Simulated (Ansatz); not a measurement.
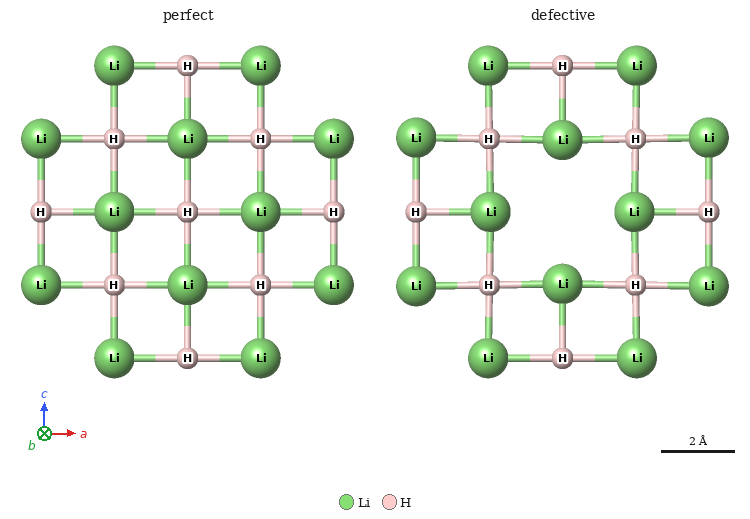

Left: perfect LiH. Right: the same region with one point defect, after relaxing the atoms in a supercell of 16 sites. A ball-and-stick model of the atoms within 4.5 Å of one point, in a slice 3.4 Å thick across the line of sight, seen along the b axis.

All numbers below come from DFT PBE, scalar-relativistic, plane waves, PAW in Ansatz. Set-up: plane-wave cutoff 420 eV; k-point mesh 5 × 5 × 5; occupations gaussian; smearing width 0.01 eV; no spin polarisation. The cell is small and the k-mesh coarse, so the numbers are rough. A uniform background neutralises the charged cell. The axes drawn are those of the host's conventional cell.

Which defect is it?

A hydrogen atom is taken out (a vacancy).

The charge state of the cell is −1.

What does the relaxation do around it?

Around the empty H site the host had 6 Li at 2.00 Å; after relaxation the nearest atoms are 6 Li at 1.97 Å. Of the host's atoms, a lithium atom moves furthest from its site, by 0.03 Å.
